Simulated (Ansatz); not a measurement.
**ZrC$_{4}$: density, localisation and related maps**

Input

```
crystal:
  lattice:
    - [2.656814832, 0.0, 0.0]
    - [-1.328407416, 2.3008691377, 0.0]
    - [0.0, 0.0, 8.1013771539]
  atoms:
    - { symbol: Zr, position: [0.0, 0.0, 0.5] }
    - { symbol: C, position: [0.3333333333, 0.6666666667, 0.7567231474] }
    - { symbol: C, position: [0.3333333333, 0.6666666667, 0.2432768526] }
    - { symbol: C, position: [0.6666666667, 0.3333333333, 0.2432768526] }
    - { symbol: C, position: [0.6666666667, 0.3333333333, 0.7567231474] }
basis:
  ecutwfc: 420
kpoints:
  mp_grid: { grid: [18, 18, 6] }
hamiltonian:
  xc: pbe
scf:
  occupations: { method: gaussian, width: 0.1 }
output:
  forces: true
  stress: true
  eigenvalues: true
  write_density: true
  write_potential: true
  elf: true
  volumetric_format: npy
relax:
  adjacent_minimum: "off"
  f_tol: 0.01
  max_steps: 80
  cell: { stress_tol: 0.05 }
```

Launched as:

```sh
ansatz run input.yaml --threads 1 --pin off --max-ram 2048MiB --backend cpu --events-out ev --progress --plain --runs-dir out
```

Below, planes, directions and counts refer to the conventional cell (a = 2.65 Å, b = 2.65 Å, c = 8.14 Å, α = 90.00°, β = 90.00°, γ = 120.00°).

The fields are those of the relaxed geometry.

Space group P6/mmm; a structure generated by program, which may or may not match a known phase.

Method: DFT PBE, scalar-relativistic, plane waves, PAW (Ansatz).

Core electrons are frozen (PAW), and the valence fields are smoothed inside the atomic spheres.

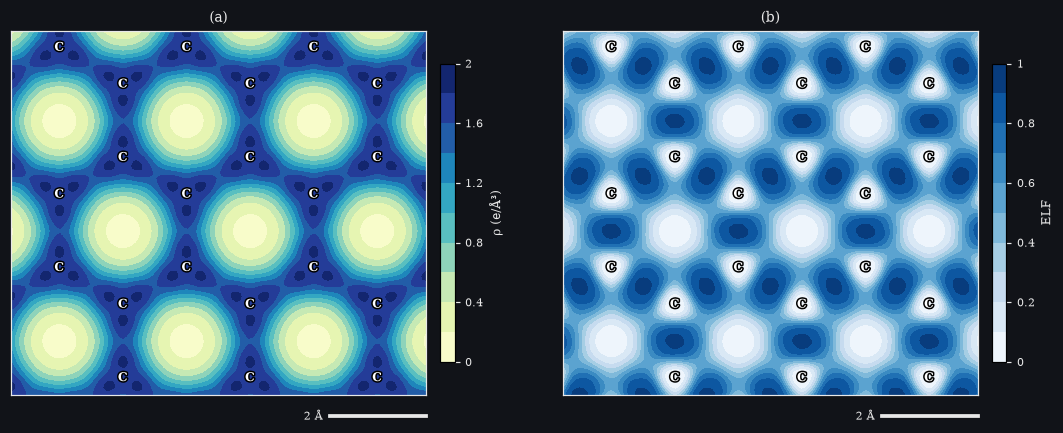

Figure 1. (a) valence pseudo-density; (b) electron localisation function on the (001) plane of the conventional cell.

Q: What does the map show?

A:
- The section cuts through C sites.
- C–C (1.53 Å): the density is about 1.6 e/Å³ at the midpoint; the ELF peaks at about 0.90 between the atoms.
- Between the atoms the lowest density in this plane is 0.11 e/Å³.

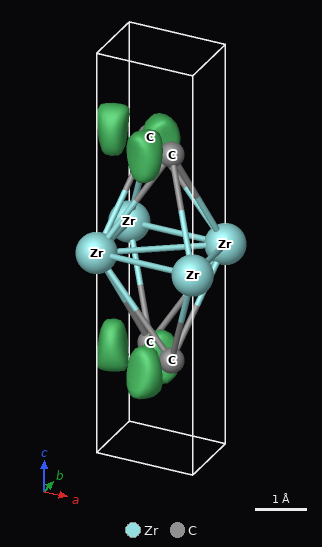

Figure 2. Isosurface of the ELF at 0.8 (green), seen slightly off an axis. Only the valence region is drawn (cores and ρ < 0.01 e/Å³ removed). Sticks mark near contacts.

Q: Where are the electrons localised?

A: The surface consists of six regions between bonded C–C atoms, counted in one cell of 5 atoms. Any copies at cell faces, edges or corners count once.


 Zr–C (2.60 Å): the ELF peaks at about 0.65 in the valence shell of C, 0.7 Å from its nucleus, and is about 0.10 at the midpoint (no shared electron pair shows on this line).

Q: Metal or insulator at this level of theory?

A: It is metallic or semimetallic at this level of theory: no gap opens.
